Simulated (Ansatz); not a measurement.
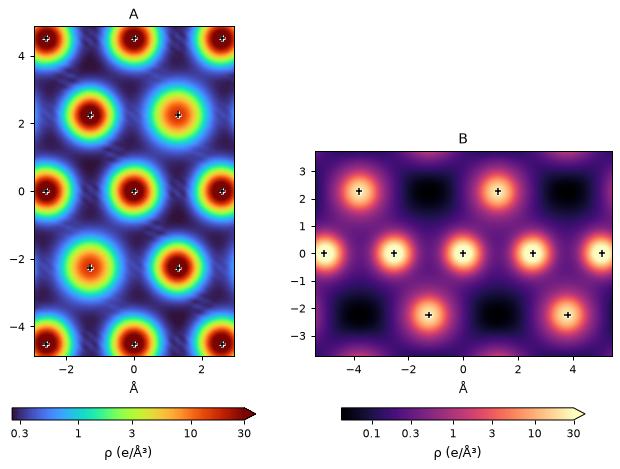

The valence charge density (pseudo) of 2 systems, each on a plane through atoms (crosses mark nuclei in the plane).

These are results of DFT PBEsol, scalar-relativistic, plane waves, PAW in Ansatz, not measurements.

System 1: CoSn, the (001) plane of the conventional cell. Space group P6/mmm; a structure from a database of computed crystals, not necessarily the ambient phase; computed without spin polarisation.

```cif
data_structure
_symmetry_space_group_name_H-M 'P 1'
_symmetry_Int_Tables_number 1
_cell_length_a 5.2197
_cell_length_b 5.2197
_cell_length_c 4.1685
_cell_angle_alpha 90.000
_cell_angle_beta 90.000
_cell_angle_gamma 120.000
_cell_volume 98.36
loop_
_atom_site_label
_atom_site_type_symbol
_atom_site_fract_x
_atom_site_fract_y
_atom_site_fract_z
_atom_site_occupancy
Co1 Co 0.00000 0.50000 0.00000 1
Co2 Co 0.50000 0.50000 0.00000 1
Co3 Co 0.50000 0.00000 0.00000 1
Sn1 Sn 0.66667 0.33333 0.50000 1
Sn2 Sn 0.33333 0.66667 0.50000 1
Sn3 Sn 0.00000 0.00000 0.00000 1
```

System 2: NiSb, the (110) plane of the conventional cell. Space group P6₃/mmc; computed without spin polarisation.

Question: Match each panel to its system.

Answer: Panel A is system 1, CoSn: the plane holds Co and Sn. Co–Co (2.61 Å): ρ at the midpoint is about 0.3 e/Å³. Panel B is system 2, NiSb: the plane holds Ni and Sb. Ni–Ni (2.54 Å): the density is about 0.31 e/Å³ at the midpoint.
